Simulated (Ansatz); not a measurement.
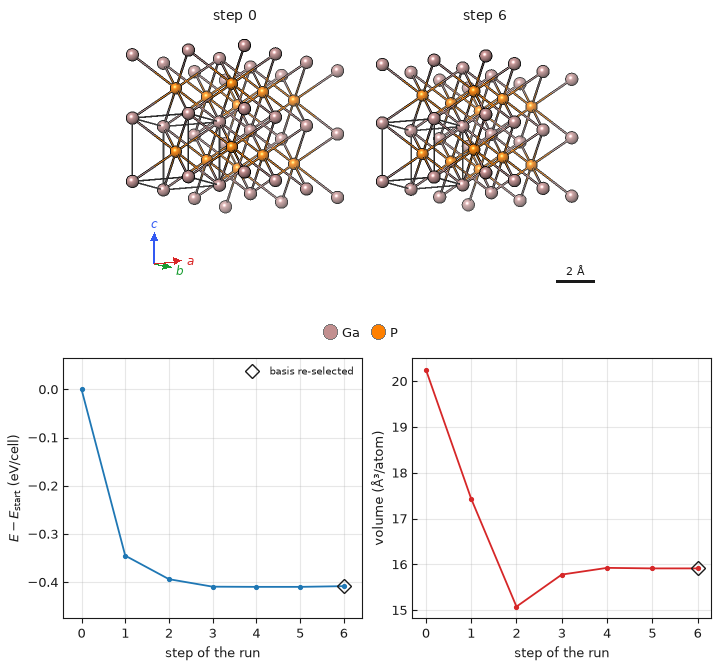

First and last geometry of a relaxation of a crystal of GaP (built on the CsCl-221 type type), with the history of the run. The picture is a ball-and-stick view of the cell of the calculation, repeated 2 × 3 × 2 with one cell outlined, seen from a free direction.

All numbers below come from DFT, PBEsol, plane waves, PAW in Ansatz 0.2.0.

Input
```yaml
crystal:
  lattice:
    - [3.43430854, 0.0, 0.0]
    - [0.0, 3.43430854, 0.0]
    - [0.0, 0.0, 3.43430854]
  atoms:
    - { symbol: Ga, position: [0.0, 0.0, 0.0] }
    - { symbol: P, position: [0.5, 0.5, 0.5] }
kpoints:
  mp_grid: { grid: [6, 6, 6] }
hamiltonian:
  xc: pbesol
scf:
  occupations: { method: fermi_dirac, width: 0.03 }
relax:
  f_tol: 0.01
  cell: {}
  max_steps: 120
```

Run as
```bash
ansatz run input.yaml --threads 2 --pin off --max-ram 29491MiB --backend cpu --events-out ev --progress --plain --runs-dir out
```

Did the run converge, and what did it change?

It converged. After 5 accepted moves (6 points after the start) the energy has fallen by 0.408 eV per cell of the calculation. All forces vanish by symmetry, so only the cell relaxes. Pressure: −12.00 GPa at the start and −0.02 GPa at the end. At 1 point the geometry stayed and the basis and grid were re-selected for the new cell (energy shift of 1.5 meV per cell of the calculation at most each time). No atom moves by more than 0.005 Å relative to the cell. The drawn cell changes as follows: a = b = c 3.434 → 3.169 Å (−7.7 %); the volume changes by −21.4 %. Among the contacts that change: Ga1–P2 2.974 → 2.744 Å. The space group stays Pm-3m (No. 221). Cost: 2.5 s on 2 threads of AMD EPYC 7R13 Processor (Zen 3), with other jobs on the host, peak memory 0.44 GiB.

| step | E − E(0), meV/atom | pressure, GPa | volume, Å³/atom | note |
| --- | --- | --- | --- | --- |
| 0 | 0.00 | -12.00 | 20.253 |  |
| 1 | -172.50 | -6.36 | 17.433 |  |
| 2 | -196.91 | 3.35 | 15.077 |  |
| 3 | -204.68 | 0.56 | 15.776 |  |
| 4 | -204.88 | -0.05 | 15.923 |  |
| 5 | -204.89 | 0.00 | 15.912 |  |
| 6 | -204.15 | -0.02 | 15.912 | same geometry, new basis |
